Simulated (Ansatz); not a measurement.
# Calculations on TiAl

### A change

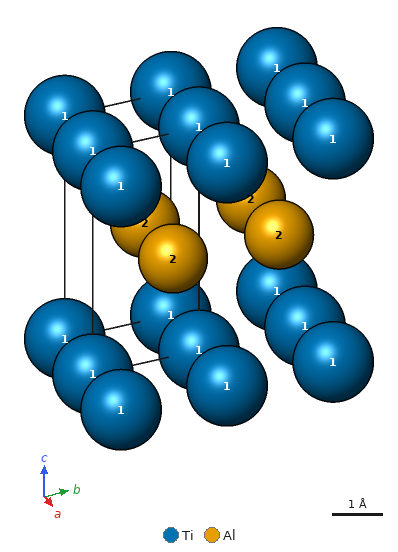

Reference structure: a symmetric starting cell of TiAl. A spheres-only model of the cell of the calculation, repeated 2 × 2 × 1 with one cell outlined, seen slightly off an axis.

These are results of DFT PBE, scalar-relativistic, plane waves, PAW (Ansatz), not measurements. Set-up: plane-wave cutoff 420 eV; k-point mesh 18 × 18 × 10; occupations gaussian; smearing width 0.1 eV; no spin polarisation.

Now this is done to it. The cell is strained by −4.1 % along c and −1.1 % across it (volume −6.1 %) and atoms are displaced by 0.06 Å relative to the cell: Al2 0.06 Å along −c, Ti1 0.06 Å along +c. No relaxation follows. The starting cell wasn't computed here and needn't be at equilibrium, so pressure and forces aren't due to the change alone.

The input:
```yaml
crystal:
  lattice:
    - [2.836869253, 0.0, 0.0]
    - [-1.4184346265, 2.4568008403, 0.0]
    - [0.0, 0.0, 4.4881528302]
  atoms:
    - { symbol: Ti, position: [0.0, 0.0, 0.0128257665] }
    - { symbol: Al, position: [0.33333333, 0.66666667, 0.4871742335] }
basis:
  ecutwfc: 420
kpoints:
  mp_grid: { grid: [18, 18, 10] }
hamiltonian:
  xc: pbe
scf:
  occupations: { method: gaussian, width: 0.1 }
output:
  forces: true
  stress: true
  eigenvalues: true
  write_density: true
  write_potential: true
  elf: true
  volumetric_format: npy
```

Launched with:
```bash
ansatz run input.yaml --threads 1 --pin off --max-ram 1331MiB --backend cpu --events-out ev --progress --plain --runs-dir out
```

**Predict the response.**

Some distances before and after: Al–Ti 2.866 → 2.686 to 2.872 Å, Ti–Ti 2.867 → 2.837 Å, Al–Al 2.867 → 2.837 Å. The space group (tolerance 0.01 Å) goes from P-6m2 (No. 187) to P3m1 (No. 156). The pressure is 9.1 GPa (not all of it need come from the change, since the unchanged cell can be under pressure at this level too). The principal stresses (compression positive) are 12.6 GPa along c and 7.4 GPa across it. The largest forces, 1.1 eV/Å, act on Ti1 and Al2; on Al2 it points along +c. The forces point straight back along the displacements (cosine −1.00).

The changed structure in the same view:

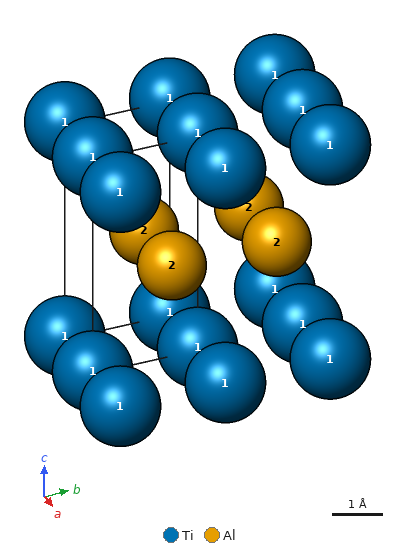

### A change

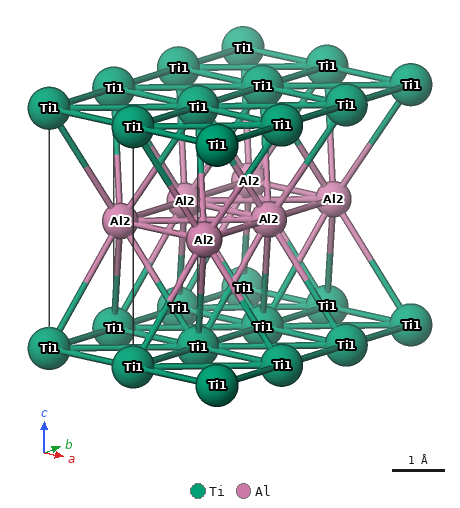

Reference structure: a symmetric starting cell of TiAl. Style: ball-and-stick. Shown: the cell of the calculation, repeated 2 × 3 × 1 with one cell outlined, from a free direction.

Theory: Ansatz 0.2.0, DFT PBE, scalar-relativistic, plane waves, PAW. (plane-wave cutoff 420 eV; k-point mesh 18 × 18 × 10; occupations gaussian; smearing width 0.1 eV; no spin polarisation)

Change: The cell is strained by −1.6 % along c and −3.1 % across it (volume −7.6 %), the atoms keeping their fractional coordinates. No relaxation follows. The starting cell wasn't computed here and needn't be at equilibrium, so pressure and forces aren't due to the change alone.

Q: What is the effect?

A: The pressure is 9.8 GPa (not all of it need come from the change, since the unchanged cell can be under pressure at this level too). The principal stresses (compression positive) are 8.0 GPa along c and 10.7 GPa across it. All forces vanish by symmetry. Some distances before and after: Al–Al 2.867 → 2.779 Å, Ti–Ti 2.867 → 2.779 Å, Al–Ti 2.866 → 2.806 Å. The space group stays P-6m2 (No. 187).

The changed structure in the same view:

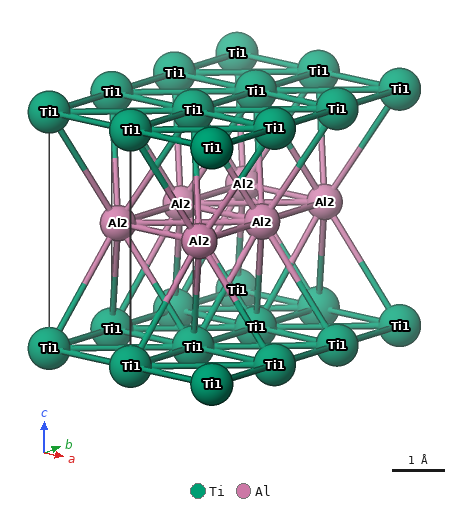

### Distortion

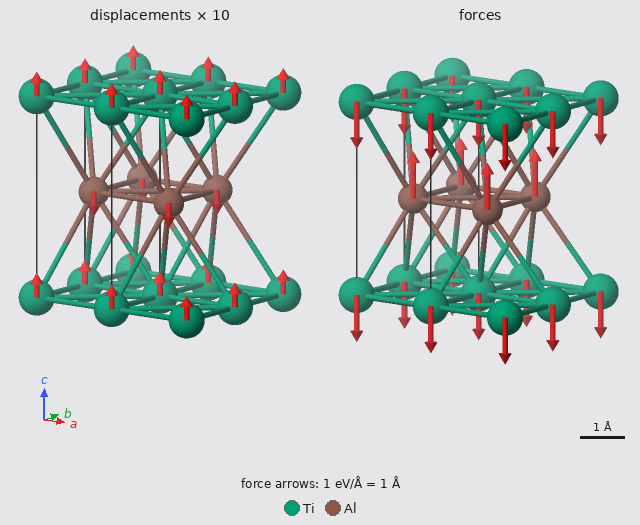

Left: a symmetric starting cell of TiAl, with red arrows for the displacements applied to it (without the part that the change of the cell carries along). Right: the displaced structure with the computed forces. Besides, the cell is strained by −4.1 % along c and −1.1 % across it (volume −6.1 %). A ball-and-stick model of the cell of the calculation, repeated 2 × 2 × 1 with one cell outlined, seen slightly off an axis.

Level of theory: Ansatz, DFT PBE, scalar-relativistic, plane waves, PAW. Settings: plane-wave cutoff 420 eV; k-point mesh 18 × 18 × 10; occupations gaussian; smearing width 0.1 eV; no spin polarisation.

### Where do the forces point?

Atoms are displaced by 0.06 Å relative to the cell: Al 0.06 Å along −c, Ti 0.06 Å along +c. No relaxation follows. The starting cell wasn't computed here and needn't be at equilibrium, so pressure and forces aren't due to the change alone. The pressure is 9.1 GPa (not all of it need come from the change, since the unchanged cell can be under pressure at this level too). The principal stresses (compression positive) are 12.6 GPa along c and 7.4 GPa across it. The largest forces, 1.1 eV/Å, act on Ti and Al; on the Al atom it points along +c. The forces point straight back along the displacements (cosine −1.00). Some distances before and after: Al–Ti 2.866 → 2.686 to 2.872 Å, Ti–Ti 2.867 → 2.837 Å, Al–Al 2.867 → 2.837 Å. The space group (tolerance 0.01 Å) goes from P-6m2 (No. 187) to P3m1 (No. 156).

### Distortion

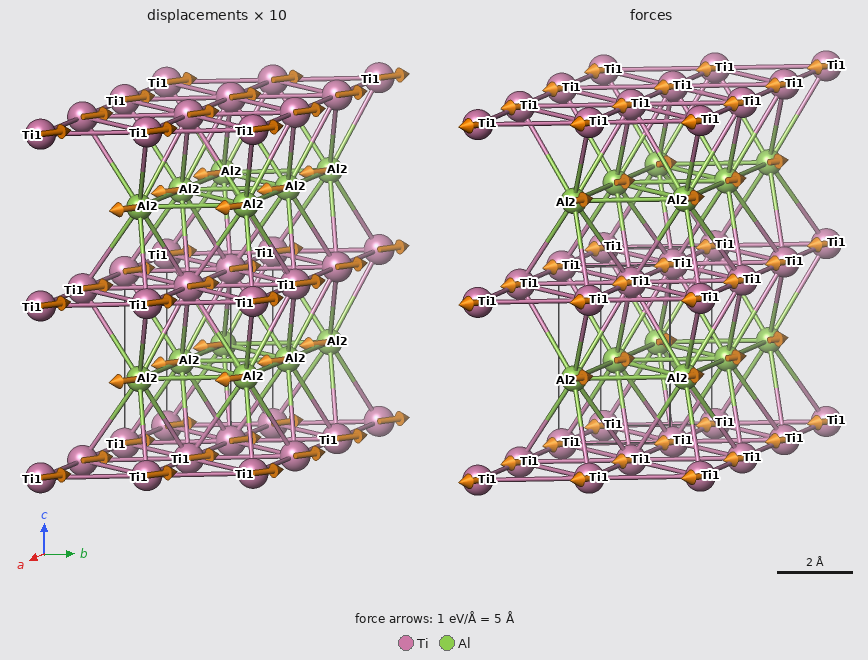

Left: a symmetric starting cell of TiAl, with orange arrows for the displacements applied to it (without the part that the change of the cell carries along). Right: the displaced structure with the computed forces. Besides, the cell is strained by +8.0 % along [1 1 0], +3.5 % along c, +3.4 % along [1 −1 0] (volume +15.5 %). The picture is a ball-and-stick view of the cell of the calculation, repeated 3 × 2 × 2 with one cell outlined, seen slightly off an axis.

All numbers below come from Ansatz, DFT PBE, scalar-relativistic, plane waves, PAW. Settings: plane-wave cutoff 420 eV; k-point mesh 18 × 18 × 10; occupations gaussian; smearing width 0.1 eV; no spin polarisation.

> Where do the forces point?

Atoms are displaced by 0.10 Å relative to the cell: Al2 0.10 Å along [1 −1 0], Ti1 0.10 Å along [−1 1 0]. No relaxation follows. The starting cell wasn't computed here and needn't be at equilibrium, so pressure and forces aren't due to the change alone. The pressure is −11.3 GPa (not all of it need come from the change, since the unchanged cell can be under pressure at this level too). The principal stresses (compression positive) are −10.5 GPa along [1 1 0] and −11.6 GPa across it. The largest forces, 0.13 eV/Å, act on Ti1 and Al2; on Ti1 it points along [1 −1 0]. The forces point straight back along the displacements (cosine −1.00). Among the bonded contacts that change: Ti–Ti 2.867 → 2.998 to 3.096 Å, Al–Al 2.867 → 2.998 to 3.096 Å, Al–Ti 2.866 → 2.945 to 3.088 Å. The space group (tolerance 0.01 Å) goes from P-6m2 (No. 187) to Amm2 (No. 38).
